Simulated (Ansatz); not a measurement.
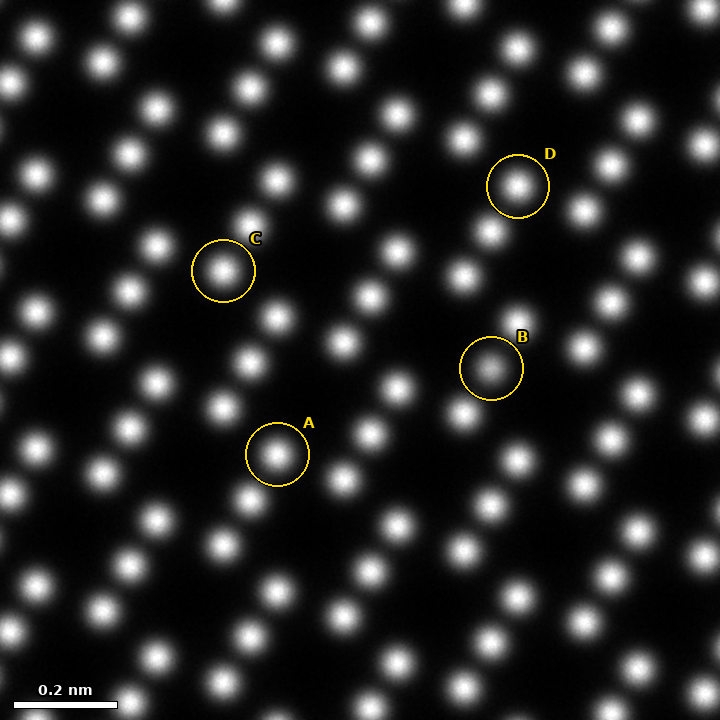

HAADF-like image of Ir (R-3m, No. 166) along [211]. Simulated incoherent Z contrast: every atom adds Z^1.7 spread by a probe of 0.50 Å full width; channelling and multiple scattering are left out. The probe carries 15 % of its weight in a tail 2.5 times as wide. Shot noise was added.

The sample is 2 repeats (13.7 Å) thick. One point defect was put into the perfect crystal, without relaxing the atoms around it. Brightness is counted from the darkest point of the image. Host structure: coordinates from a relaxation with DFT r2SCAN, scalar-relativistic, plane waves, PAW (Ansatz 0.2.0); the starting structure was generated, so it need not be a known form of this composition.

Q: Which ringed column holds the defect, and does it scatter more or less than its equals?

B; it scatters less. The column holds 2 atoms (Ir) through the sample, and one Ir atom is replaced by Rh, so its peak drops to about 70 % of that of its equals.
